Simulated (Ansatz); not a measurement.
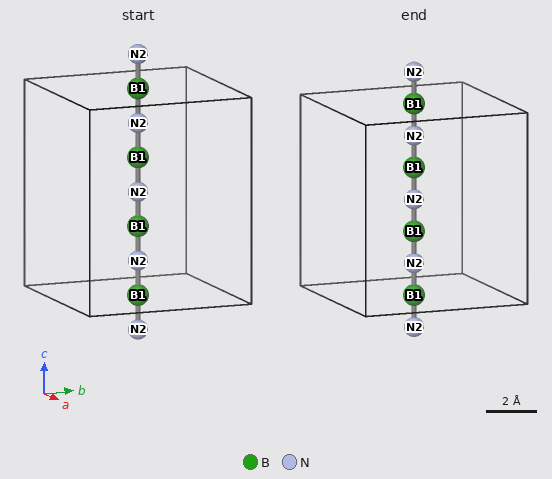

The structure of a wire of composition BN before (left) and after (right) a relaxation, at one scale.

A ball-and-stick model of the 3 repeat of the cell, with the vacuum cut short, seen slightly off an axis.

Case: linear chain of atoms.

The calculation used Ansatz, DFT r2SCAN, scalar-relativistic, plane waves, PAW. Settings: plane-wave cutoff 500 eV; k-point mesh 1 × 1 × 23; occupations gaussian; smearing width 0.05 eV; collinear spin; cell relaxed at fixed a, b, alpha, beta, gamma; force threshold 0.01 eV/Å; at most 45 steps.

Q: Describe what moved and what it gained.

A: The energy falls by 0.601 eV per cell of the calculation in 4 accepted moves (6 points after the start). All forces vanish by symmetry, so only the cell relaxes. At 2 points the geometry stayed and the basis and grid were re-selected for the new cell (energy shift of 0.5 meV per cell of the calculation at most each time). No atom moves by more than 0.005 Å relative to the layer's centre. Along the periodic axis the drawn cell goes c 8.440 → 7.821 Å (−7.3 %). Some distances before and after: B1–N2 1.407 → 1.303 Å. The program noted that the starting moments weren't kept.
